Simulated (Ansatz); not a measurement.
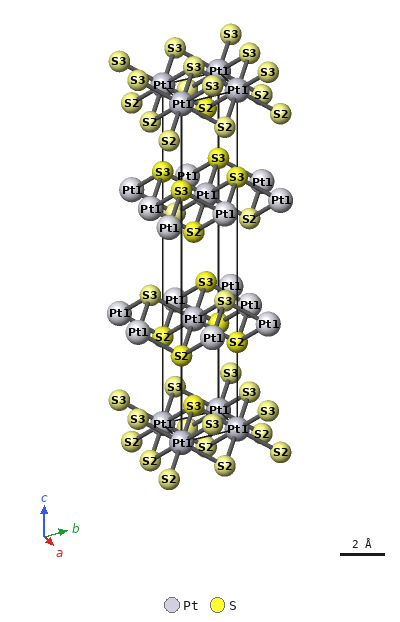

Fig. 1: The structure of run 1 (ball-and-stick view of the cell 3 times as large as that of the calculation, set on its symmetry axes, seen slightly off an axis; neighbours outside the cell are drawn fainter; atoms are numbered from 1 in the order of the input). An atom can appear more than once, as a periodic image. Near neighbours in the periodic cell (some may lie outside the picture): Pt has 6 S at 2.39 Å; S has 3 Pt at 2.39 Å.

**What a change does: geometry relaxation on PtS2**

System: PtS2 (R-3m, 3 atoms in the cell).
Method of run 1: DFT, PBE-D4, plane waves, PAW, no spin polarisation (Ansatz 0.2.0).

The structure was built on a prototype by a generator. The geometry comes from this level: PBE. Text and figures count atoms from 1; the logs count them from 0 in places.

### Input, run 1
```yaml
crystal:
  lattice:
    - [1.7716836771, 1.0228820479, 5.3379952405]
    - [-1.7716836771, 1.0228820479, 5.3379952405]
    - [0.0, -2.0457640958, 5.3379952405]
  atoms:
    - { symbol: Pt, position: [0.0, 0.0, 0.0] }
    - { symbol: S, position: [0.2561727365, 0.2561727365, 0.2561727365] }
    - { symbol: S, position: [0.7438272635, 0.7438272635, 0.7438272635] }
kpoints:
  mp_grid: { grid: [8, 8, 8] }
hamiltonian:
  xc: pbe
  dispersion: d4
scf:
  occupations: { method: fermi_dirac, width: 0.02 }
relax:
  f_tol: 0.005
  cell: {}
```

Launched with:
```bash
ansatz run input.yaml --threads 2 --pin off --max-ram 2211MiB --backend cpu --events-out ev --progress --plain --runs-dir out
```

Hardware: 2 threads of Arm Neoverse V1, 24 GiB of memory available, shared host.

### Output, shortened to warnings, some set-up lines, iterations and results (run 1)
```
Basis set: ecut = 420 eV, 1145 PW (Γ), FFT grids on a1−a3, a2−a3, a3, exchange–correlation on 48×48×80 points (8 copies of the dense FFT grid, shifted against one another)
Symmetry: 12 space group operations
k-points: 65 of 512
Initial density: superposition of atomic densities (neutral atoms: chi_scale 0, normalization atom), corrected by the library's trained network
[...]
SCF iter   1: F=—  HF=-14329.418530 eV  |F-HF|=—  |Δ(HF+E_count)|=         —  Δρ=2.83e-3  dr2=3.99e-3  ethr=1.77e-3  ⟨swp⟩=6.1  Hψ=6597  notcnv=0
SCF iter   2: F=—  HF=-14329.418946 eV  |F-HF|=—  |Δ(HF+E_count)|=   4.15e-4  Δρ=1.68e-3  dr2=1.37e-3  ethr=1.33e-5  ⟨swp⟩=2.0  Hψ=2716  notcnv=0
SCF iter   3: F=—  HF=-14329.419149 eV  |F-HF|=—  |Δ(HF+E_count)|=   2.04e-4  Δρ=1.10e-3  dr2=1.01e-3  ethr=4.55e-6  ⟨swp⟩=2.1  Hψ=2016  notcnv=0
SCF iter   4: F=—  HF=-14329.419081 eV  |F-HF|=—  |Δ(HF+E_count)|=   6.77e-5  Δρ=4.44e-4  dr2=3.30e-5  ethr=3.37e-6  ⟨swp⟩=2.1  Hψ=1554  notcnv=0
SCF iter   5: F=—  HF=-14329.419130 eV  |F-HF|=—  |Δ(HF+E_count)|=   4.89e-5  Δρ=9.21e-5  dr2=1.56e-6  ethr=1.10e-7  ⟨swp⟩=2.0  Hψ=1886  notcnv=0
[... 20 lines ...]
SCF iter   3: F=—  HF=-14329.419277 eV  |F-HF|=—  |Δ(HF+E_count)|=   2.44e-6  Δρ=3.37e-6  dr2=1.11e-8  ethr=1.88e-11  ⟨swp⟩=2.0  Hψ=2210  notcnv=0
SCF iter   4: F=—  HF=-14329.419277 eV  |F-HF|=—  |Δ(HF+E_count)|=   2.93e-8  Δρ=1.21e-6  dr2=4.07e-10  ethr=1.88e-11  ⟨swp⟩=2.0  Hψ=1704  notcnv=0
SCF iter   5: F=-14329.419277 eV  HF=-14329.419277 eV  |F-HF|=2.74e-9  |Δ(HF+E_count)|=   1.35e-8  Δρ=4.64e-7  dr2=1.29e-11  ethr=1.00e-12  ⟨swp⟩=4.6  Hψ=6115  notcnv=0
SCF 4 converged in 5 iterations: F = -14329.419277 eV  dr2 = 1.29e-11
relax step   4: F+E_penalty+E_count = -14329.41927708 eV  Δ(F+E_penalty+E_count) = -4.684e-5 eV  max|allowed force component| = 2.202e-3 eV/Å  Δτ_max = 0.0000 Å  P = -0.001 …
basis re-selected at this cell: Δ(F+E_penalty+E_count) = -4.684e-5 eV, ΔP = -0.000 GPa vs the last step (what re-selecting the basis moved, of the pressure what is left beyond the Pulay correction that the steps carried, after the strain that the cell walked since its last selection, with what the …
SCF converged after 5 iterations
Free energy (F): -14329.419277 eV
Harris-Foulkes:  -14329.419277 eV  (|F-HF|=2.74e-9)
Internal energy: -14329.419277 eV  (E = F + TS)
E sigma→0 (E₀):  -14329.419277 eV
Fermi energy:    10.124556 eV
--- Per-component energies (eV) ---
  E_band       = -343.936117
  E_kinetic    = 850.413028
  E_local      = -3296.400738  (includes V_loc(G=0)·N_el)
  E_nonlocal   = 255.260481
  E_hartree    = 1311.134330
  E_xc         = -456.025921
  E_vxc        = -477.785366  (∫ρ·V_xc dr)
  E_paw        = -10653.892651  (= ΣΔE_a)
  E_vpaw       = -297.692387  (= ΣTr[D̂ρ^β])
  E_aug_tail   = 0.000196  (compensation charges beyond the density's cutoff)
  E_ewald      = -2338.672434
  E_disp       = -1.235569  (pairwise vdW)
  E_smearing   = -0.000000  (= −TS)
  E_closure    = -0.000000  (closes the sum)
  Σ components = -14329.419277   (vs F -14329.419277, Δ=0.00e0)
--- Forces (eV/Å), atoms counted from 1 ---
  atom   1  Pt     0.00000000     0.00000000    -0.00000000
  atom   2  S     -0.00000000     0.00000000    -0.00220165
  atom   3  S      0.00000000     0.00000000     0.00220165
  max |Σ_I F_I| component: 2.89e-18 eV/Å
--- Stress (GPa, compression-positive) ---
       -0.013186      -0.000000       0.000000
       -0.000000      -0.013186       0.000000
        0.000000      -0.000000       0.022421
  P = ⅓ Tr σ = -0.0013 GPa (-0.013 kbar)
--- Relaxed structure (3 steps of the walk, 3 accepted, 1 SCFs on fresh bases) ---
  F+E_penalty+E_count = -14329.41927708 eV   max|allowed force component| = 2.202e-3 eV/Å   (the final SCF, on the basis selected at the relaxed cell)
  cell:  # Å, volume = 58.2965 Å³
    - [1.772353628513457, 1.0232688445214542, 5.357359130698429]
    - [-1.772353628513457, 1.0232688445214542, 5.357359130698429]
    - [3.024225173562174e-35, -2.0465376890429083, 5.357359130698429]
  atoms:
    - { symbol: Pt, position: [1.8054254846830632e-20, 1.8054254846830584e-20, 1.805425484683067e-20] }
[...]
```

For run 2 the input was changed thus:
```diff
-  xc: pbe
-  dispersion: d4
+  xc: r2scan
+  dispersion: rvv10
+output:
+  write_density: true
+  write_potential: true
+  elf: true
+  volumetric_format: npy
```

How does run 2 compare with run 1?

The total energies belong to different models, so their difference says nothing on which is more stable or more accurate. The volume per atom goes from 19.43 to 19.85 Å³. The functional changes from PBE to r2SCAN. The SCF takes 31 iterations over all geometry steps against 22. The default cutoff goes from 420 to 500 eV with the change. On the same kind of shared host run 2 took about 5.1 times as long.

### Output, shortened to warnings, some set-up lines, iterations and results (run 2)
```
Basis set: ecut = 500 eV, 1483 PW (Γ), FFT grids on a1−a2, a2, −a2+a3, exchange–correlation on 120×192×120 points (64 copies of the dense FFT grid, shifted against one another)
Symmetry: 12 space group operations
k-points: 65 of 512
Initial density: superposition of atomic densities (neutral atoms: chi_scale 0, normalization atom), corrected by the library's trained network
[...]
SCF iter   1: F=—  HF=-14345.584259 eV  |F-HF|=—  |Δ(HF+E_count)|=         —  Δρ=8.28e-3  dr2=3.80e-2  dr2_τ=8.58e-2  ethr=1.77e-3  ⟨swp⟩=6.1  Hψ=6681  notcnv=0
SCF iter   2: F=—  HF=-14345.628323 eV  |F-HF|=—  |Δ(HF+E_count)|=   4.41e-2  Δρ=8.54e-3  dr2=5.86e-2  dr2_τ=7.76e-3  ethr=1.27e-4  ⟨swp⟩=3.0  Hψ=2871  notcnv=0
SCF iter   3: F=—  HF=-14345.618330 eV  |F-HF|=—  |Δ(HF+E_count)|=   9.99e-3  Δρ=2.97e-3  dr2=1.85e-3  dr2_τ=2.30e-4  ethr=1.27e-4  ⟨swp⟩=2.3  Hψ=1961  notcnv=0
SCF iter   4: F=—  HF=-14345.618969 eV  |F-HF|=—  |Δ(HF+E_count)|=   6.39e-4  Δρ=6.25e-4  dr2=2.09e-4  dr2_τ=1.46e-5  ethr=6.18e-6  ⟨swp⟩=2.1  Hψ=2080  notcnv=0
SCF iter   5: F=—  HF=-14345.618953 eV  |F-HF|=—  |Δ(HF+E_count)|=   1.58e-5  Δρ=7.83e-5  dr2=3.39e-6  dr2_τ=6.99e-7  ethr=6.98e-7  ⟨swp⟩=2.0  Hψ=1814  notcnv=0
[... 31 lines ...]
SCF iter   4: F=—  HF=-14345.627932 eV  |F-HF|=—  |Δ(HF+E_count)|=   3.00e-8  Δρ=3.77e-6  dr2=1.45e-9  dr2_τ=2.53e-9  ethr=3.33e-10  ⟨swp⟩=2.1  Hψ=1794  notcnv=0
SCF iter   5: F=—  HF=-14345.627932 eV  |F-HF|=—  |Δ(HF+E_count)|=   2.51e-9  Δρ=3.45e-7  dr2=3.59e-11  dr2_τ=2.92e-11  ethr=4.84e-12  ⟨swp⟩=2.0  Hψ=2021  notcnv=0
SCF iter   6: F=-14345.627932 eV  HF=-14345.627932 eV  |F-HF|=1.82e-12  |Δ(HF+E_count)|=  1.46e-11  Δρ=1.11e-7  dr2=3.28e-12  dr2_τ=1.34e-12  ethr=1.00e-12  ⟨swp⟩=6.0  …
SCF 5 converged in 6 iterations: F = -14345.627932 eV  dr2 = 3.28e-12
relax step   5: F+E_penalty+E_count = -14345.62793152 eV  Δ(F+E_penalty+E_count) = -3.553e-4 eV  max|allowed force component| = 1.420e-3 eV/Å  Δτ_max = 0.0000 Å  P = -0.018 …
basis re-selected at this cell: Δ(F+E_penalty+E_count) = -3.553e-4 eV, ΔP = +0.002 GPa vs the last step (what re-selecting the basis moved, of the pressure what is left beyond the Pulay correction that the steps carried, after the strain that the cell walked since its last selection, with what the …
SCF converged after 6 iterations
Free energy (F): -14345.627932 eV
Harris-Foulkes:  -14345.627932 eV  (|F-HF|=1.82e-12)
Internal energy: -14345.627932 eV  (E = F + TS)
E sigma→0 (E₀):  -14345.627932 eV
Fermi energy:    9.565135 eV
--- Per-component energies (eV) ---
  E_band       = -380.358713
  E_kinetic    = 849.062032
  E_local      = -3426.707868  (includes V_loc(G=0)·N_el)
  E_nonlocal   = 256.504294
  E_hartree    = 1371.401566
  E_xc         = -429.103782
  E_vxc        = -525.823619  (∫ρ·V_xc dr)
  E_paw        = -10697.829856  (= ΣΔE_a)
  E_vpaw       = -306.697182  (= ΣTr[D̂ρ^β])
  E_aug_tail   = 0.000123  (compensation charges beyond the density's cutoff)
  E_vtau       = 30.500403  (kinetic-family band-sum trace: ∫τ·v_τ [+ j·A + Jᵃ·Aᵃ] dr)
  E_ewald      = -2268.503411
  E_core_change = -0.451028  (= ΣΔE_core)
  E_smearing   = -0.000000  (= −TS)
  E_closure    = -0.000000  (closes the sum)
  Σ components = -14345.627932   (vs F -14345.627932, Δ=0.00e0)
--- Forces (eV/Å), atoms counted from 1 ---
  atom   1  Pt     0.00000000     0.00000000    -0.00000000
  atom   2  S     -0.00000000     0.00000000     0.00142003
  atom   3  S      0.00000000    -0.00000000    -0.00142003
  max |Σ_I F_I| component: 6.94e-18 eV/Å
--- Stress (GPa, compression-positive) ---
       -0.021537      -0.000000      -0.000000
       -0.000000      -0.021537       0.000000
       -0.000000       0.000000      -0.009428
  P = ⅓ Tr σ = -0.0175 GPa (-0.175 kbar)
--- Relaxed structure (4 steps of the walk, 4 accepted, 1 SCFs on fresh bases) ---
  F+E_penalty+E_count = -14345.62793152 eV   max|allowed force component| = 1.420e-3 eV/Å   (the final SCF, on the basis selected at the relaxed cell)
  cell:  # Å, volume = 59.5641 Å³
    - [1.7644428792917985, 1.018701571328838, 5.523047112265308]
[...]
```

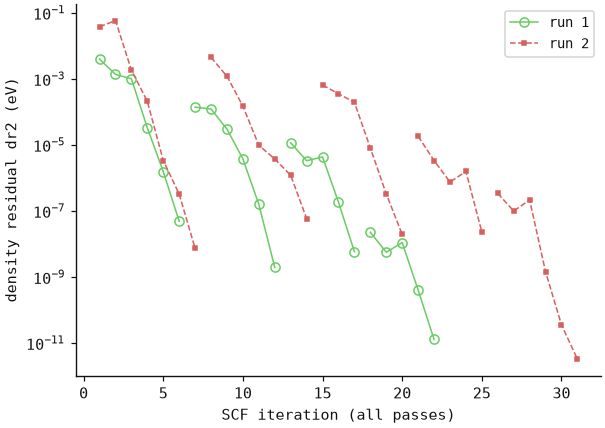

Fig. 2: Convergence of the two runs: density residual dr2 against the SCF iteration. A break in a curve parts two SCF passes. Run 1 takes 22 iterations in all, and run 2 takes 31.

### The two runs side by side

| quantity | run 1 | run 2 |
| --- | --- | --- |
| outcome | converged | converged |
| free energy per atom (eV) | −4776.4731 | −4781.8760 |
| pressure (GPa) | 0.00 | −0.02 |
| volume per atom (Å³) | 19.43 | 19.85 |
| largest force (eV/Å) | 0.002 | 0.001 |
| SCF iterations | 22 | 31 |
| irreducible k-points | 65 | 65 |
| gap on the mesh (eV) | – | 1.19 |
| wall time (shared host) | 8.3 s | 42 s |

For both runs: Spin–orbit coupling is left out, which matters for Pt.
